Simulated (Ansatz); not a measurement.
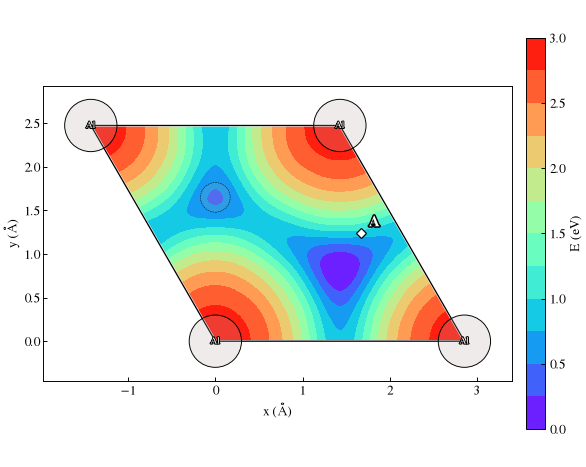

O on an Al(111) slab cut from the Fm-3m phase, its upper half relaxed before the scan (12 atoms of substrate and one adsorbate in a 2 × 2 cell). 
- O is moved over the surface cell; relaxed at each place: the height of the adsorbate's atoms; substrate rigid; the origin of the map has the adsorbate above Al9.
- Places are given modulo a cell vector. The map is drawn in real space over the plane of the surface.
- The grid has 6 × 6 points; 10 points were computed and 26 follow by symmetry.
- Places are given in fractions of the 1 × 1 surface cell.
- Energies are in eV, from the lowest grid point.
- These are results of Ansatz, DFT PBE, scalar-relativistic, plane waves, PAW, not measurements. Settings: cutoff 420 eV, k-mesh 6×6×1, gaussian smearing 0.1 eV, no spin polarisation.

The picture shows filled contours, labelled circles for the atoms of the top layer and small ones for the second layer, the outline of one cell of the plane, the point A. Between grid points the surface is interpolated.

Which way does the force act at A, and how strong is it?

A, at (5/6, 3/6) of the cell vectors, is not a stationary point. The computed force is 3.2 eV/Å in the plane, pointing down in the picture (components 0.3 and −3.2 eV/Å).

PAW datasets: the set soft_1.
